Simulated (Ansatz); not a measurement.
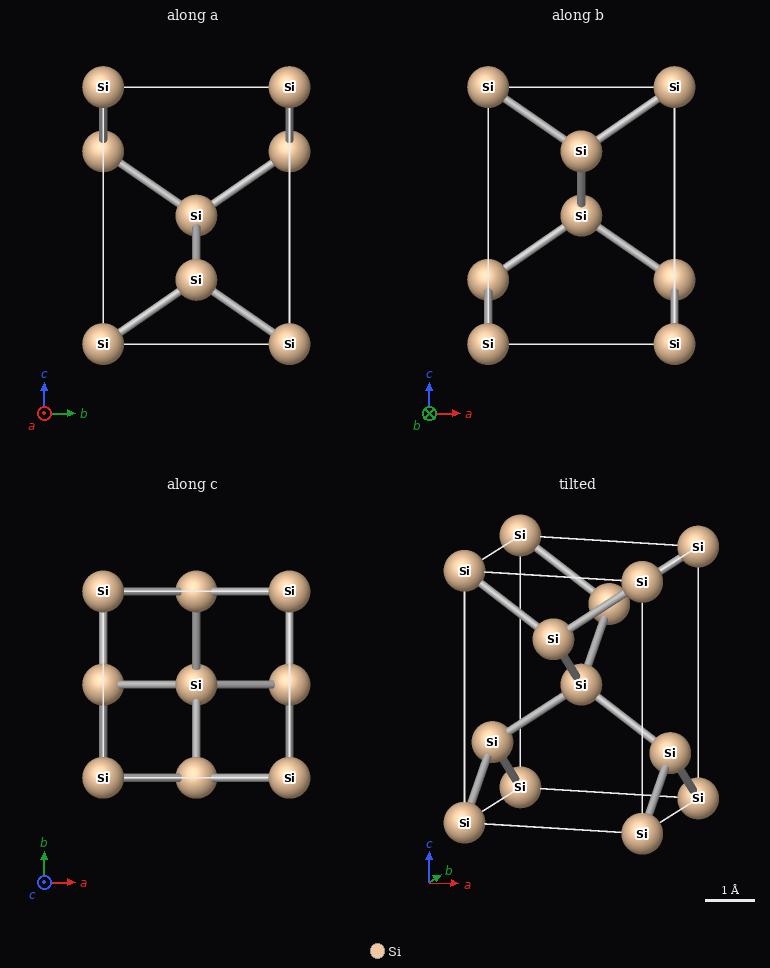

Crystal structure, ball-and-stick style, seen along the a axis, along the b axis, along the c axis and slightly off an axis. The wireframe shows the conventional unit cell.

Lattice parameters: a = 3.8497 Å, b = 3.8497 Å, c = 5.3081 Å, α = 90.000°, β = 90.000°, γ = 90.000°.

Give the structure in the form of a CIF with its space group and independent sites.

Answer.
```cif
data_structure
_symmetry_space_group_name_H-M 'I 41/a m d :1'
_symmetry_Int_Tables_number 141
_cell_length_a 3.8497
_cell_length_b 3.8497
_cell_length_c 5.3081
_cell_angle_alpha 90.000
_cell_angle_beta 90.000
_cell_angle_gamma 90.000
_cell_volume 78.67
loop_
_atom_site_label
_atom_site_type_symbol
_atom_site_symmetry_multiplicity
_atom_site_Wyckoff_symbol
_atom_site_fract_x
_atom_site_fract_y
_atom_site_fract_z
_atom_site_occupancy
Si1 Si 4 a 0.0000 0.0000 0.0000 1
```

It derives from a structure type filled with this element by a generator (whether the element takes this form wasn't checked). Earlier steps of the study may have refined or changed the cell and positions. A calculation with Ansatz used it as input.
